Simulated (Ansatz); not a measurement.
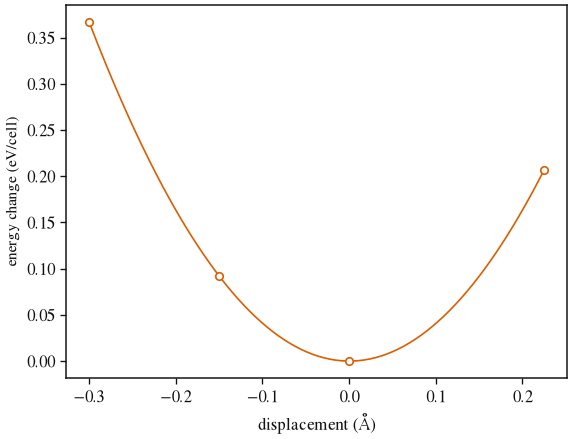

The figure shows the energy change against displacement for AlCo, space group Pm-3m (No. 221).

The given structure:
```yaml
crystal:
  lattice:
    - [2.81940, 0.00000, 0.00000]
    - [0.00000, 2.81940, 0.00000]
    - [0.00000, 0.00000, 2.81940]
  atoms:
    - { symbol: Al, position: [0.00000, 0.00000, 0.00000] }
    - { symbol: Co, position: [0.50000, 0.50000, 0.50000] }
```

How it was computed, with Ansatz 0.2.0: all atoms of one element of a crystal moved along a line, all else fixed, by plane-wave density functional theory with PAW datasets, free energies less that of the undisturbed cell, pressure positive in compression; scalar-relativistic. Level: PBE, collinear spin.

```
       setting                              value
   wave cutoff                             420 eV
        k mesh                           16×16×16
   occupations                           Gaussian
smearing width                            0.15 eV
       k shift             (0, 0, 0) (mesh steps)
         start                           as given
 moved element                                 Co
     direction  (1, 0, 0) (Cartesian unit vector)
```

From this curve and the settings, what does the calculation give for the force along the direction (sum over moved atoms) and pressure at the same points?

The force along the direction (sum over moved atoms) falls from 2.43 eV/Å at displacement −0.300 Å to −1.83 eV/Å at 0.225 Å, and changes sign near 0.00 Å. The pressure goes from 13.894 GPa at displacement −0.300 Å to 10.785 GPa at 0.225 Å, not monotonically, with a low of 6.672 GPa at 0.000 Å.

```tsv
displacement (Å)	force along the direction (sum over moved atoms) (eV/Å)	pressure (GPa)
-0.300	2.43	13.894
-0.150	1.23	8.516
0.000	0.00	6.672
0.225	-1.83	10.785
```

Caveats: reference crystal is not relaxed; state may not be the lowest.
